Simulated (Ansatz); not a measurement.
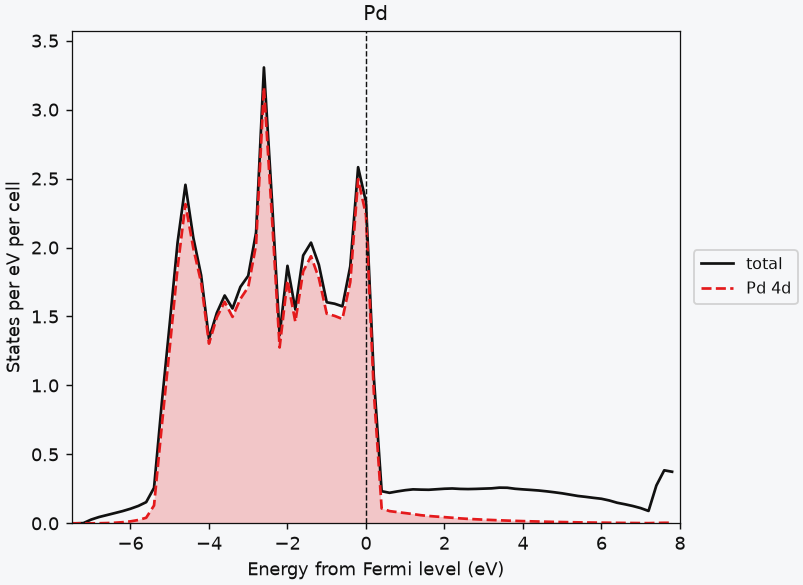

Density of states of Pd, space group Fm-3m, 1 atom in the cell. Level of theory: DFT, PBE, PAW with Ansatz's default frozen-core files, scalar-relativistic, no spin polarisation, 18×18×18 k mesh; code Ansatz. Energies are counted from the Fermi level. The partial curves are projected on Löwdin-orthogonalised atomic shells; they sum to less than the total at higher energies, where shells without a projector contribute.

It is a metal. The density of states at the Fermi level isn't well fixed here: it changes fast, and within 0.3 eV it runs from 0.65 to 2.6 per eV and cell. Over the range shown, the centre of the Pd 4d weight lies 2.4 eV below the Fermi level, and the shell is essentially full. The tallest peak in the window is at −2.6 eV; by projected weight it is Pd 4d almost alone.

The cell is at 8 GPa in this functional. The run has no spin polarisation, and a density of states this high at the Fermi level may favour a magnetic state.
